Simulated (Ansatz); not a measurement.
GaAs

Input file:

```
crystal:
  lattice:
    - [0.0, 2.8726922659, 2.8439653432]
    - [2.8726922659, 0.0, 2.8439653432]
    - [2.8726922659, 2.8726922659, 0.0]
  atoms:
    - { symbol: Ga, position: [0.0, 0.0, 0.0] }
    - { symbol: As, position: [0.75, 0.75, 0.75] }
basis:
  ecutwfc: 420
kpoints:
  mp_grid: { grid: [10, 10, 10] }
hamiltonian:
  xc: pbe
scf:
  occupations: { method: gaussian, width: 0.03 }
output:
  forces: true
  stress: true
  eigenvalues: true
  write_density: true
  write_potential: true
  elf: true
  volumetric_format: npy
```

Launched as:

```sh
ansatz run input.yaml --threads 1 --pin off --max-ram 2560MiB --backend cpu --events-out ev --progress --plain --runs-dir out
```

Below, planes, directions and counts refer to the conventional cell (a = 4.06 Å, b = 4.06 Å, c = 5.69 Å, α = 90.00°, β = 90.00°, γ = 90.00°).

Space group I-4m2; changed on purpose from its base cell (strain -0.0100 x Voigt [0, 0, 1, 0, 0, 0], atoms carried along).

Method: Ansatz 0.2.0, DFT PBE, scalar-relativistic, plane waves, PAW.

In a PAW calculation such maps are meaningful between the atoms, not at the nuclei.

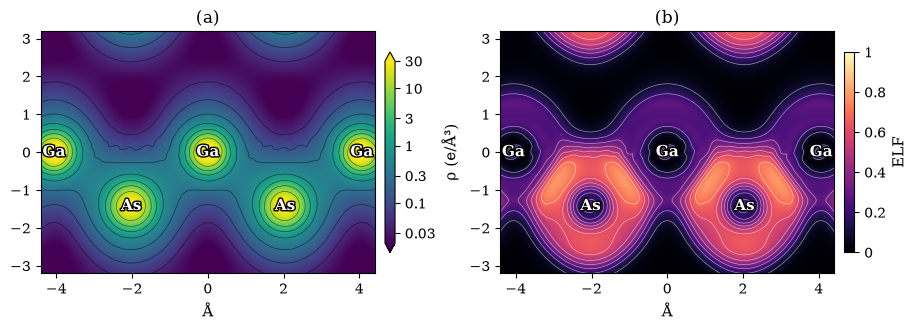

Figure 1. (a) valence charge density (pseudo); (b) ELF on the (100) plane of the conventional cell.

**What do the fields say about this system?**

Atoms in the plane: Ga and As.
Ga–As (2.48 Å): the density is about 0.47 e/Å³ at the midpoint; the ELF peaks at about 0.80 between the atoms, as expected for a shared electron pair.
Between the atoms the lowest density in this plane is 0.01 e/Å³.
The features right at Ga lie inside the PAW spheres, where the map follows smoothed inner orbitals and isn't to be read closely.

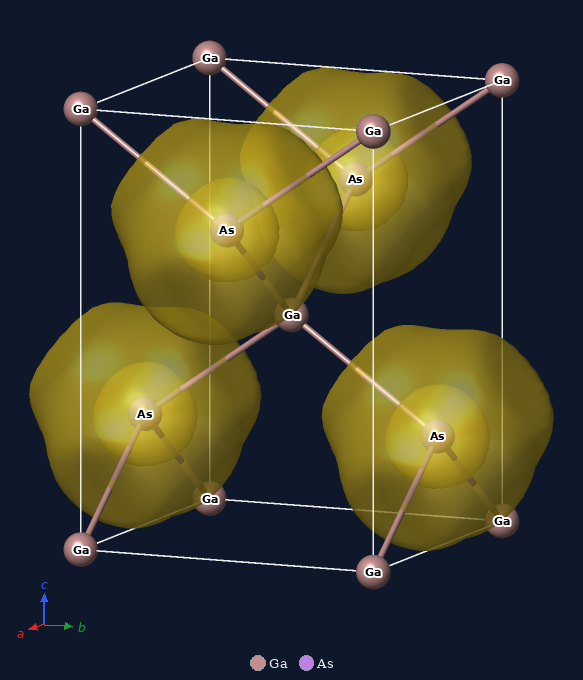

Figure 2. Isosurface of the ELF at 0.55 (yellow), seen slightly off an axis. Core shells and regions of very low density are left out. Sticks mark near contacts.

**Identify the bonds, lone pairs and shells in this picture.**

At this value the surface marks out two regions on As in which the atom's valence shell and bonds are merged, counted in one cell of 4 atoms. Regions shared between cells count once.
